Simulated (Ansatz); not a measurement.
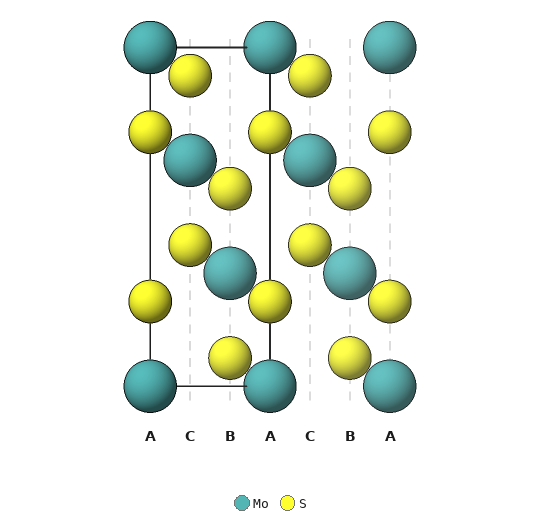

Projection along an edge of the hexagonal mesh, stacking direction [111] upwards. The dashed lines mark the three columns A (0, 0), B (1/3, 2/3) and C (2/3, 1/3). The box is the hexagonal cell of the face-centred cubic lattice. The sequence starts with the first layer at or above the cell's origin.

MoS₂ (space group Fm-3m, No. 225): coordinates from a relaxation with DFT PBE, scalar-relativistic, plane waves, PAW (Ansatz); the starting structure was generated, so it need not be a known form of this composition.

### Give the sequence of layers in one repeat, with element and column.

Mo(A) – S(B) – S(A) – Mo(B) – S(C) – S(B) – Mo(C) – S(A) – S(C) (nine layers in 10.30 Å).

Heights of the layers:

```tsv
layer	atoms (column)	height (Å)	to next (Å)
1	Mo(A)	0.00	0.86
2	S(B)	0.86	1.72
3	S(A)	2.58	0.86
4	Mo(B)	3.43	0.86
5	S(C)	4.29	1.72
6	S(B)	6.01	0.86
7	Mo(C)	6.87	0.86
8	S(A)	7.73	1.72
9	S(C)	9.44	0.86
```
